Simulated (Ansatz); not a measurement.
## Run report: C24Cl, single-point calculation (part 3 of 3)

The same run, continued: C24Cl (slab, 25 atoms in the cell); DFT PBE+D3(BJ), scalar-relativistic, plane waves, PAW, PAW set soft_1, spin-polarised (Ansatz 0.2.0); cutoff 420 eV, 6×4×1 k-mesh, Gaussian smearing of 0.05 eV, collinear spins. The structure derives from an entry of the Crystallography Open Database.

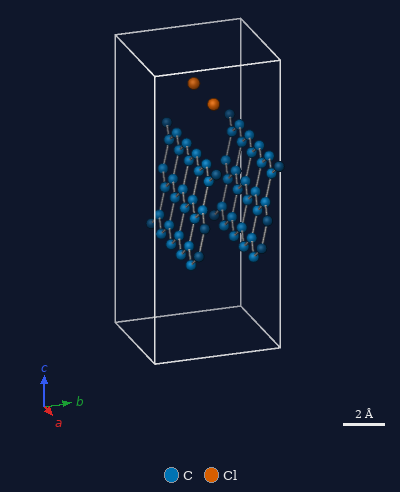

The structure (ball-and-stick view of the 2 × 1 repeat of the cell, with the vacuum cut short, seen slightly off an axis; neighbours outside the cell are drawn fainter). An atom can appear more than once, as a periodic image.

What the program printed, continued
```
--- Forces (eV/Å), atoms counted from 1 ---
  atom   1  C      0.00166473     0.51842404     2.55569096
  atom   2  C     -0.02939261     0.52957264     2.61670785
  atom   3  C     -0.00193013     0.52066464     2.56746594
  atom   4  C      0.02959018     0.53029943     2.61582461
  atom   5  C      0.00292745    -0.74374864    -3.55274433
  atom   6  C     -0.00023686    -0.76237502    -3.64782850
  atom   7  C     -0.00383222    -0.74572518    -3.56141695
  atom   8  C      0.00001007    -0.73322794    -3.50205546
  atom   9  C     -0.00832455     0.24927709     1.10023046
  atom  10  C      0.00180227     0.25441598     1.11343952
  atom  11  C      0.01154644     0.24502512     1.08400211
  atom  12  C      0.00059220     0.21421685     0.93939965
  atom  13  C      0.03069804     0.10126936     0.51441069
  atom  14  C      0.01340197     0.10769243     0.47765892
  atom  15  C     -0.04803966     0.08131745     0.42282376
  atom  16  C     -0.01597421     0.10986971     0.48018825
  atom  17  C     -0.01130616    -0.06116160    -0.19958246
  atom  18  C     -0.00794917    -0.08827412    -0.35952650
  atom  19  C      0.03622299    -0.01103935     0.03429777
  atom  20  C      0.01148933    -0.08690070    -0.35955177
  atom  21  C      0.27489464    -0.00834090     0.03991661
  atom  22  C     -0.00527769    -0.04126326    -0.18187957
  atom  23  C     -0.41635513     0.04375469     0.28210816
  atom  24  C      0.00024408    -0.03288614    -0.07518587
  atom  25  Cl     0.13351712    -0.19087896    -1.40445202
  max |Σ_I F_I| component: 5.82e-5 eV/Å
--- Band table (eV; the first three rows and the last of 28) ---
  k-point 0 ↑: bands = ["-21.4904", "-21.1899", "-19.9216", "-19.6098", "-17.6170", "-17.3583", "-17.2693", "-17.1843", "-17.1354", "-17.0004", "-15.6628", "-15.6089", "-15.5458", "-15.2779", "-15.2118", "-13.8059", "-13.7119", "-13.6626", "-13.5091", "-13.2123", "-12.9958", "-10.1681", "-10.0612", "-9.9546", "-9.7013", "-9.5212", "-9.2177", "-8.9327", "-8.6709", "-8.4915", "-8.4660", "-8.3267", "-7.6638", "-7.4679", "-6.9294", "-6.3144", "-6.2478", "-6.1309", "-5.2510", "-5.1523", "-5.0596", "-4.9089", "-4.9007", "-4.6305", "-4.5596", "-4.4977", "-4.2884", "-3.8580", "-3.7605", "-3.0117", "-2.9946", "-2.7703", "-2.7093", "-2.0817", "-1.7655", "-1.5168", "-1.4389", "-0.9905", "-0.3185", "-0.2685", "0.1670", "0.2143", "0.6381", "1.4258", "2.3252", "2.8459", "3.7419", "3.9119", "4.1469", "4.3830", "5.1094", "5.1171", "5.2795", "5.4395", "5.4552", "5.6952", "6.0378"]
  k-point 1 ↑: bands = ["-21.4574", "-21.2276", "-19.9006", "-19.6331", "-17.6035", "-17.3715", "-17.2836", "-17.2263", "-17.0922", "-16.9852", "-15.6677", "-15.6363", "-15.5162", "-15.2706", "-15.2115", "-13.8109", "-13.7327", "-13.6418", "-13.5041", "-13.2068", "-12.9998", "-10.0616", "-9.9548", "-9.9492", "-9.7019", "-9.5217", "-9.2136", "-8.9281", "-8.6718", "-8.6694", "-8.4930", "-8.2690", "-7.6630", "-7.4688", "-7.1838", "-6.2472", "-6.1649", "-6.1316", "-5.3960", "-5.1655", "-5.1210", "-5.0685", "-5.0148", "-4.6109", "-4.4315", "-4.3914", "-4.3031", "-3.8485", "-3.7667", "-3.0118", "-3.0009", "-2.7456", "-2.6934", "-2.0241", "-1.7657", "-1.4931", "-1.3964", "-0.9998", "-0.2959", "-0.2473", "0.2367", "0.2874", "0.7771", "1.3645", "2.5167", "3.4120", "3.6471", "4.1384", "4.2918", "4.3981", "4.7057", "5.1434", "5.1674", "5.4191", "5.6128", "5.8154", "5.9873"]
  k-point 2 ↑: bands = ["-21.4069", "-21.2828", "-19.8751", "-19.6610", "-17.5883", "-17.3864", "-17.2968", "-17.2503", "-17.0671", "-16.9712", "-15.6725", "-15.6540", "-15.4963", "-15.2635", "-15.2112", "-13.8159", "-13.7465", "-13.6280", "-13.4993", "-13.2010", "-13.0040", "-10.0620", "-9.9551", "-9.7024", "-9.5221", "-9.4151", "-9.3322", "-9.1910", "-8.9220", "-8.6680", "-8.4948", "-7.8500", "-7.6727", "-7.6622", "-7.4696", "-6.2465", "-6.1323", "-5.8652", "-5.6939", "-5.2276", "-5.2227", "-5.1262", "-5.0300", "-4.5945", "-4.3694", "-4.3377", "-4.3195", "-3.8381", "-3.7743", "-3.0125", "-3.0066", "-2.7129", "-2.6632", "-1.9787", "-1.7660", "-1.4697", "-1.3632", "-1.0100", "-0.2492", "-0.2050", "0.2898", "0.3439", "1.0296", "1.1847", "3.0306", "3.0473", "4.2191", "4.3653", "4.6718", "4.7109", "5.0574", "5.0669", "5.1277", "5.1771", "5.2650", "5.3448", "5.9051"]
  k-point 13 ↓: bands = ["-20.3103", "-20.2830", "-20.1197", "-20.1007", "-18.7605", "-18.6779", "-18.5859", "-18.5136", "-16.4201", "-16.3619", "-16.2923", "-16.2456", "-14.9272", "-12.6964", "-12.6359", "-12.6299", "-12.5640", "-11.4936", "-11.4691", "-11.4612", "-11.4491", "-10.8924", "-10.8441", "-10.8166", "-10.7734", "-9.2013", "-9.1937", "-9.1408", "-9.1356", "-8.6264", "-8.6070", "-8.5938", "-8.5547", "-8.5441", "-8.4596", "-7.3965", "-7.3855", "-6.9258", "-6.8614", "-5.9272", "-5.8633", "-4.6837", "-4.6347", "-4.1161", "-4.0082", "-3.9335", "-3.8716", "-3.8645", "-2.8538", "-2.8311", "-2.4177", "-1.9126", "-1.9019", "-1.6754", "-1.6514", "-1.5161", "0.2887", "0.3460", "0.4164", "0.4953", "2.7447", "2.8430", "3.0385", "3.1562", "4.4553", "4.4591", "4.7532", "4.7627", "4.8949", "4.9114", "5.0866", "5.1213", "5.5624", "5.7401", "5.8640", "5.8859", "5.9357"]
--- Löwdin populations: 25 sites ---
  site symbol       q [e]    m [muB]
     0      C      3.9286     1.2158
     1      C      3.9189     1.2310
     2      C      3.9259     1.2224
     3      C      3.9190     1.2309
     4      C      3.9903    -0.1344
     5      C      3.9882    -0.1309
     6      C      3.9904    -0.1347
     7      C      3.9882    -0.1258
     8      C      3.9714     0.1557
     9      C      3.9684     0.1241
    10      C      3.9712     0.1538
    11      C      3.9688     0.1558
    12      C      3.9561    -0.1605
    13      C      3.9508    -0.0835
    14      C      3.9565    -0.1684
    15      C      3.9508    -0.0835
    16      C      3.9828     0.1331
    17      C      3.9901     0.0444
    18      C      3.9881     0.1308
    19      C      3.9899     0.0444
    20      C      3.8761    -1.0254
    21      C      3.8418     0.7982
    22      C      3.8763    -0.8934
    23      C      3.8444    -0.9955
    24     Cl      7.2274     0.2716
  spilling = 0.010094 (of n_electrons = 103.000000)
```

Results in brief

| quantity | value |
| --- | --- |
| outcome | converged |
| electrons treated | 103 |
| free energy | −7080.4030 eV |
| work function, top face | 7.51 eV |
| work function, bottom face | 5.14 eV |
| Fermi energy | −2.410 eV |
| gap on the k-point mesh | none (metallic) |
| net moment of the cell | 3.00 μB |
| integrated absolute moment | 9.97 μB |
| work function (upper face) | 7.51 eV |
| largest force (length of the vector) | 3.727 eV/Å |
| hardware | 4 threads of Arm Neoverse V1, 24 GiB of memory available, shared host |
| wall time | 99 s (CPU time 6.4 min) |
| peak memory | 2.1 GiB |

Warnings of the run: the exchange-correlation potential is rough where the density is thin.
